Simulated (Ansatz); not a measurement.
**Geometry relaxation of Ti$_{12}$H (part 1 of 2)**

System: Ti$_{12}$H (defect cell, 13 atoms in the cell).
Method: DFT PBE-D3(BJ), scalar-relativistic, plane waves, PAW, no spin polarisation (Ansatz 0.2.0).

It belongs to a series of runs on one base structure; here: end point A relaxed.

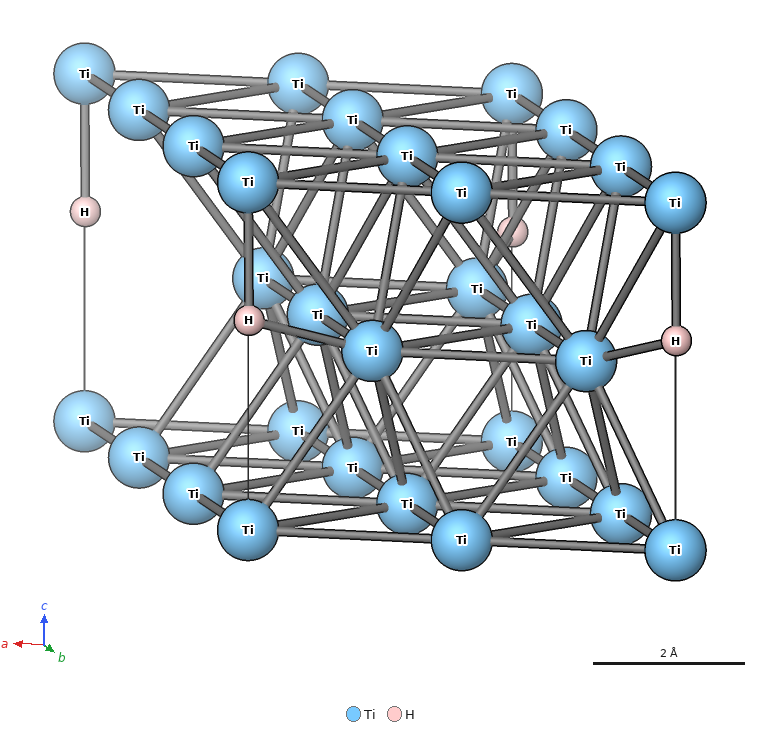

*The structure as given in the input (ball-and-stick view of the cell of the calculation, seen at an oblique angle). An atom can appear more than once, as a periodic image.*

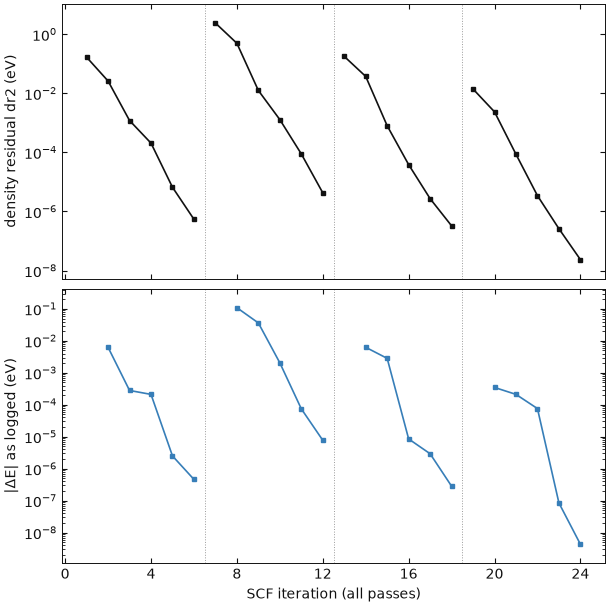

*Convergence of the self-consistent field: density residual dr2 and size of the energy change against the SCF iteration. The dotted lines part the SCF passes of the relaxation: geometry steps, rejected trials and re-solves on a re-selected basis.*

The passes take 6, 6, 6 and 6 iterations.

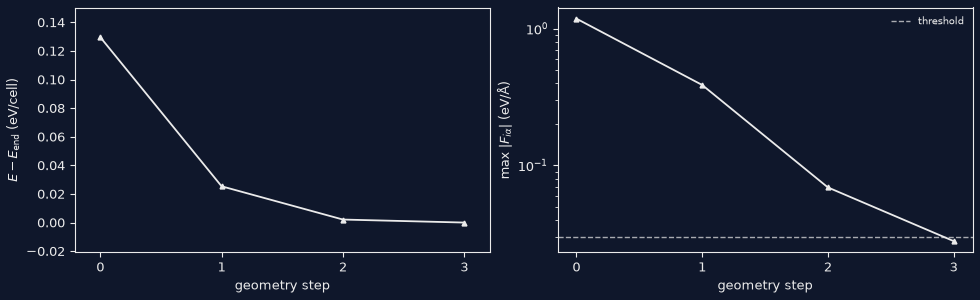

*Progress of the relaxation, step by step (the first geometry is step 0 here and step 1 in the log).*

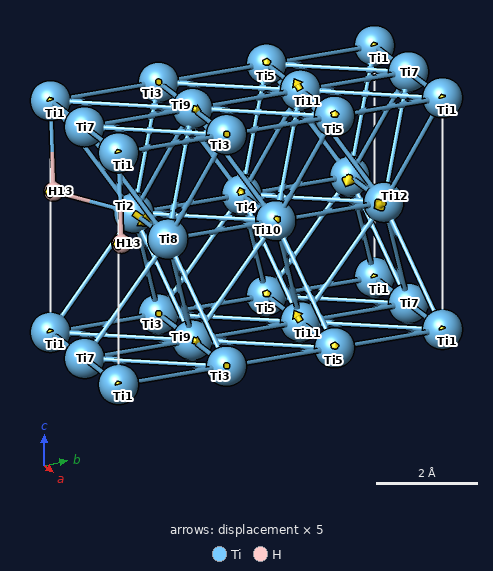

*The starting structure with the displacements as yellow arrows, magnified 5 times (ball-and-stick view of the cell of the calculation, seen slightly off an axis).*

The atom that moves furthest is Ti2 (0.10 Å). By element the largest moves are Ti 0.10 Å, H 0.05 Å. The cell doesn't change. Among the contacts that change: Ti2–H13 1.706 → 1.847 Å, Ti2–Ti12 2.950 → 3.076 Å, Ti1–Ti2 2.896 → 3.009 Å, Ti2–Ti6 2.950 → 3.058 Å. Among the angles that change: Ti1–H13–Ti6 103.6° → 106.6°, Ti2–H13–Ti12 115.5° → 112.8°. Over 3 geometry steps the energy falls by 0.130 eV per cell of the calculation. The largest force component goes from 1.2 to 0.028 eV/Å. (Atoms are counted from 1 in the order of the input.)

The input that produced these results follows, with the program's output.

Input file:
```yaml
crystal:
  lattice:
    - [5.9, 0.0, 0.0]
    - [-4.425, 7.664325, 0.0]
    - [0.0, 0.0, 4.6846]
  atoms:
    - { symbol: Ti, position: [0.0, 0.0, 0.0] }
    - { symbol: Ti, position: [0.1666667, 0.2222222, 0.5] }
    - { symbol: Ti, position: [0.0, 0.3333333, 0.0] }
    - { symbol: Ti, position: [0.1666667, 0.5555556, 0.5] }
    - { symbol: Ti, position: [0.0, 0.6666667, 0.0] }
    - { symbol: Ti, position: [0.1666667, 0.8888889, 0.5] }
    - { symbol: Ti, position: [0.5, 0.0, 0.0] }
    - { symbol: Ti, position: [0.6666667, 0.2222222, 0.5] }
    - { symbol: Ti, position: [0.5, 0.3333333, 0.0] }
    - { symbol: Ti, position: [0.6666667, 0.5555556, 0.5] }
    - { symbol: Ti, position: [0.5, 0.6666667, 0.0] }
    - { symbol: Ti, position: [0.6666667, 0.8888889, 0.5] }
    - { symbol: H, position: [0.0013962, 0.0093309, 0.6059852] }
basis:
  ecutwfc: 420.0
kpoints:
  mp_grid: { grid: [3, 2, 4] }
hamiltonian:
  xc: pbe
  dispersion: d3bj
scf:
  occupations: { method: gaussian, width: 0.1 }
  lower_state_search: "off"
relax:
  f_tol: 0.03
  max_steps: 60
  adjacent_minimum: "off"
```

Command:
```bash
ansatz run input.yaml --threads 4 --pin off --max-ram 10240MiB --backend cpu --events-out ev --progress --plain --runs-dir out
```

Log:
```
Engine: ansatz 0.2.0, x86_64-unknown-linux-gnu
Pseudopotentials: kind: paw
Pseudopotential: Ti, paw, valence charge 12, recommended cutoff 420 eV (normal), Ti.paw.azcp
Pseudopotential: H, paw, valence charge 1, recommended cutoff 420 eV (normal), H.paw.azcp
Functional definition: PBE
  parameter kappa = 0.804
  parameter beta = 0.06672455060314922
  exchange = pbe_x(kappa = kappa, mu = beta*pi^2/3)
  correlation = pbe_c(beta = beta)
Crystal: 13 atoms, lattice volume = 211.835 Å³
Basis set: ecut = 420 eV, 4161 PW (Γ), exchange–correlation on 80×120×64 points (8 copies of the dense FFT grid, shifted against one another)
Bands: 87, of which v1, the nominal top of the filled ones, is band 73 counted from 1 (72 counted from 0)
Symmetry: 1 space group operations
Space group: P1 (ITA 1), of the structure as read, at distance tolerance 6.0e-5 Å
k-points: 14 of 24 (time reversal used)
Non-local potential: Ti, projectors of the file, l = 0: 3, l = 1: 2, l = 2: 3, l = 3: 1
Non-local potential: H, projectors of the file, l = 0: 2, l = 1: 1
PAW form: soft (Blöchl's): semilocal exchange-correlation on the pseudo side does not see the compensation charge
PAW one-centre angular grid: Ti, 590 points (default); XC on 64 Gauss nodes
PAW one-centre angular grid: H, 110 points (default); XC on 64 Gauss nodes
Initial density: superposition of atomic densities (neutral atoms: chi_scale 0, normalization atom), corrected by the library's trained network
Initial wavefunctions: pseudopotential atomic-orbital guess
Functional: x = pbe(κ = 0.804, μ = 0.2195149727645171), c = pbe(β = 0.06672455060314922)
SCF iter   1: F=—  HF=-30019.337539 eV  |F-HF|=—  |Δ(HF+E_count)|=         —  Δρ=7.04e-3  dr2=1.67e-1  ethr=1.77e-3  ⟨swp⟩=7.2  Hψ=4891  notcnv=0
preconditioner: auto → Kerker (q_TF=auto, 2.561 Å⁻¹)  [metal: Δε(μ)=0.008 eV  Ē_g=2.504 eV  σ=0.100 eV  W_gap=0.04  n_scr=64 (ndim 8)  ℏωp=17.9 eV  f_vac=0.000  D(μ)=21.47/eV (n_scr^D=276)]
SCF iter   2: F=—  HF=-30019.331266 eV  |F-HF|=—  |Δ(HF+E_count)|=   6.27e-3  Δρ=3.28e-3  dr2=2.61e-2  ethr=1.15e-4  ⟨swp⟩=1.7  Hψ=1569  notcnv=0  defer=1
SCF iter   3: F=—  HF=-30019.330986 eV  |F-HF|=—  |Δ(HF+E_count)|=   2.80e-4  Δρ=8.15e-4  dr2=1.20e-3  ethr=1.80e-5  ⟨swp⟩=2.0  Hψ=1456  notcnv=0  defer=1
SCF iter   4: F=—  HF=-30019.331196 eV  |F-HF|=—  |Δ(HF+E_count)|=   2.11e-4  Δρ=3.06e-4  dr2=2.06e-4  ethr=8.27e-7  ⟨swp⟩=2.1  Hψ=1554  notcnv=0  defer=1
iter 5 did not close the SCF: its close was put off for the readings that it lacked (scf_convergence_deferred on its scf_iter line)
SCF iter   5: F=-30019.331191 eV  HF=-30019.331194 eV  |F-HF|=2.48e-6  |Δ(HF+E_count)|=   2.50e-6  Δρ=5.37e-5  dr2=6.60e-6  ethr=1.42e-7  ⟨swp⟩=2.1  Hψ=1532  notcnv=0  defer=1
SCF iter   6: F=-30019.331193 eV  HF=-30019.331193 eV  |F-HF|=3.11e-7  |Δ(HF+E_count)|=   4.61e-7  Δρ=1.56e-5  dr2=5.44e-7  ethr=4.55e-9  ⟨swp⟩=2.0  Hψ=3655  notcnv=0
SCF 1 converged in 6 iterations: F = -30019.331193 eV  dr2 = 5.44e-7
  greatest PAW one-centre occupation: 0.999 electrons in one spin orbital (limit 2), on the Ti atom at site 10 (counted from 0), in its partial waves of l = 0
relax step   1: F+E_penalty+E_count = -30019.33119306 eV  Δ(F+E_penalty+E_count) = +0.000e0 eV  max|allowed force component| = 1.184e0 eV/Å  Δτ_max = 0.0000 Å  (6 SCF iters, dr2 threshold 2.25e-5 eV, accepted)
Initial density: handed on by an earlier stage of this run
Initial wavefunctions: those handed on with the density
iter 1 solved again at ethr=1.70e-3 eV; its pass at ethr=3.10e-3 eV (dr2=2.46e0 eV) is discarded
SCF iter   1: F=—  HF=-30019.583433 eV  |F-HF|=—  |Δ(HF+E_count)|=         —  Δρ=1.56e-2  dr2=2.40e0  ethr=1.70e-3  ⟨swp⟩=1.1  Hψ=3920  notcnv=0  defer=20
preconditioner: auto → Kerker (q_TF=auto, 2.561 Å⁻¹)  [metal: Δε(μ)=0.006 eV  Ē_g=2.470 eV  σ=0.100 eV  W_gap=0.03  n_scr=64 (ndim 8)  ℏωp=17.9 eV  f_vac=0.000  D(μ)=22.31/eV (n_scr^D=296)]
SCF iter   2: F=—  HF=-30019.473948 eV  |F-HF|=—  |Δ(HF+E_count)|=   1.09e-1  Δρ=6.30e-3  dr2=4.94e-1  ethr=1.66e-3  ⟨swp⟩=1.9  Hψ=1258  notcnv=0  defer=20
SCF iter   3: F=—  HF=-30019.437606 eV  |F-HF|=—  |Δ(HF+E_count)|=   3.63e-2  Δρ=1.64e-3  dr2=1.25e-2  ethr=3.41e-4  ⟨swp⟩=1.7  Hψ=1577  notcnv=0  defer=27
SCF iter   4: F=—  HF=-30019.435557 eV  |F-HF|=—  |Δ(HF+E_count)|=   2.05e-3  Δρ=5.19e-4  dr2=1.29e-3  ethr=8.59e-6  ⟨swp⟩=2.1  Hψ=1591  notcnv=0  defer=27
SCF iter   5: F=—  HF=-30019.435482 eV  |F-HF|=—  |Δ(HF+E_count)|=   7.46e-5  Δρ=1.58e-4  dr2=8.90e-5  ethr=8.91e-7  ⟨swp⟩=2.1  Hψ=1464  notcnv=0  defer=27
SCF iter   6: F=-30019.435473 eV  HF=-30019.435474 eV  |F-HF|=1.71e-6  |Δ(HF+E_count)|=   7.74e-6  Δρ=4.04e-5  dr2=4.29e-6  ethr=6.04e-8  ⟨swp⟩=4.0  Hψ=3463  notcnv=0
SCF 2 converged in 6 iterations: F = -30019.435473 eV  dr2 = 4.29e-6
relax step   2: F+E_penalty+E_count = -30019.43547275 eV  Δ(F+E_penalty+E_count) = -1.043e-1 eV  max|allowed force component| = 3.877e-1 eV/Å  Δτ_max = 0.0793 Å  (6 SCF iters, dr2 threshold 8.76e-5 eV, accepted)
SCF iter   1: F=—  HF=-30019.467857 eV  |F-HF|=—  |Δ(HF+E_count)|=         —  Δρ=4.32e-3  dr2=1.78e-1  ethr=2.11e-3  ⟨swp⟩=3.1  Hψ=1894  notcnv=0  defer=31
preconditioner: auto → Kerker (q_TF=auto, 2.561 Å⁻¹)  [metal: Δε(μ)=0.010 eV  Ē_g=2.496 eV  σ=0.100 eV  W_gap=0.06  n_scr=64 (ndim 8)  ℏωp=17.9 eV  f_vac=0.000  D(μ)=21.56/eV (n_scr^D=280)]
SCF iter   2: F=—  HF=-30019.461578 eV  |F-HF|=—  |Δ(HF+E_count)|=   6.28e-3  Δρ=1.82e-3  dr2=3.74e-2  ethr=1.23e-4  ⟨swp⟩=1.1  Hψ=1415  notcnv=0  defer=31
SCF iter   3: F=—  HF=-30019.458748 eV  |F-HF|=—  |Δ(HF+E_count)|=   2.83e-3  Δρ=4.28e-4  dr2=7.98e-4  ethr=2.58e-5  ⟨swp⟩=1.9  Hψ=1239  notcnv=0  defer=31
SCF iter   4: F=—  HF=-30019.458739 eV  |F-HF|=—  |Δ(HF+E_count)|=   8.52e-6  Δρ=1.00e-4  dr2=3.86e-5  ethr=5.50e-7  ⟨swp⟩=2.1  Hψ=1549  notcnv=0  defer=31
iter 5 did not close the SCF: its close was put off for the readings that it lacked (scf_convergence_deferred on its scf_iter line)
SCF iter   5: F=-30019.458735 eV  HF=-30019.458736 eV  |F-HF|=1.40e-6  |Δ(HF+E_count)|=   2.93e-6  Δρ=3.25e-5  dr2=2.72e-6  ethr=2.66e-8  ⟨swp⟩=2.1  Hψ=1449  notcnv=0  defer=31
SCF iter   6: F=-30019.458736 eV  HF=-30019.458736 eV  |F-HF|=2.32e-7  |Δ(HF+E_count)|=   2.83e-7  Δρ=9.10e-6  dr2=3.27e-7  ethr=1.87e-9  ⟨swp⟩=2.2  Hψ=3068  notcnv=0
SCF 3 converged in 6 iterations: F = -30019.458736 eV  dr2 = 3.27e-7
relax step   3: F+E_penalty+E_count = -30019.45873581 eV  Δ(F+E_penalty+E_count) = -2.326e-2 eV  max|allowed force component| = 6.913e-2 eV/Å  Δτ_max = 0.0315 Å  (6 SCF iters, dr2 threshold 9.40e-6 eV, accepted)
SCF iter   1: F=—  HF=-30019.461324 eV  |F-HF|=—  |Δ(HF+E_count)|=         —  Δρ=1.69e-3  dr2=1.40e-2  ethr=5.99e-4  ⟨swp⟩=2.9  Hψ=2020  notcnv=0  defer=31
preconditioner: auto → Kerker (q_TF=auto, 2.561 Å⁻¹)  [metal: Δε(μ)=0.002 eV  Ē_g=2.494 eV  σ=0.100 eV  W_gap=0.01  n_scr=64 (ndim 8)  ℏωp=17.9 eV  f_vac=0.000  D(μ)=21.43/eV (n_scr^D=276)]
SCF iter   2: F=—  HF=-30019.460976 eV  |F-HF|=—  |Δ(HF+E_count)|=   3.48e-4  Δρ=7.48e-4  dr2=2.36e-3  ethr=9.67e-6  ⟨swp⟩=1.2  Hψ=1448  notcnv=0  defer=30
SCF iter   3: F=—  HF=-30019.460765 eV  |F-HF|=—  |Δ(HF+E_count)|=   2.11e-4  Δρ=1.85e-4  dr2=8.64e-5  ethr=1.63e-6  ⟨swp⟩=2.0  Hψ=1287  notcnv=0  defer=30
SCF iter   4: F=—  HF=-30019.460841 eV  |F-HF|=—  |Δ(HF+E_count)|=   7.59e-5  Δρ=3.66e-5  dr2=3.43e-6  ethr=5.96e-8  ⟨swp⟩=2.1  Hψ=1546  notcnv=0  defer=30
SCF iter   5: F=—  HF=-30019.460841 eV  |F-HF|=—  |Δ(HF+E_count)|=   8.45e-8  Δρ=1.11e-5  dr2=2.61e-7  ethr=2.36e-9  ⟨swp⟩=2.1  Hψ=1492  notcnv=0  defer=30
SCF iter   6: F=-30019.460841 eV  HF=-30019.460841 eV  |F-HF|=1.44e-8  |Δ(HF+E_count)|=   4.31e-9  Δρ=2.87e-6  dr2=2.35e-8  ethr=6.90e-11  ⟨swp⟩=4.1  Hψ=3712  notcnv=0
SCF 4 converged in 6 iterations: F = -30019.460841 eV  dr2 = 2.35e-8
relax step   4: F+E_penalty+E_count = -30019.46084072 eV  Δ(F+E_penalty+E_count) = -2.105e-3 eV  max|allowed force component| = 2.800e-2 eV/Å  Δτ_max = 0.0229 Å  (6 SCF iters, accepted)
NSCF: frozen V_eff on 14 k-points
the band table was solved once a step of the walk had ended and its energy, with any forces and stress, was formed, with the checks that follow a solve (5140 applications of the Hamiltonian). They found nothing against the state; the energy, forces and stress were not computed again (output.eigenvalues in the input reference)
SCF converged after 6 iterations
Free energy (F): -30019.460841 eV
Harris-Foulkes:  -30019.460841 eV  (|F-HF|=1.44e-8)
Internal energy: -30019.353290 eV  (E = F + TS)
E sigma→0 (E₀):  -30019.407065 eV
Entropy (-TS):   -0.107551 eV (-8.273 meV/atom)
Fermi energy:    13.251128 eV
```
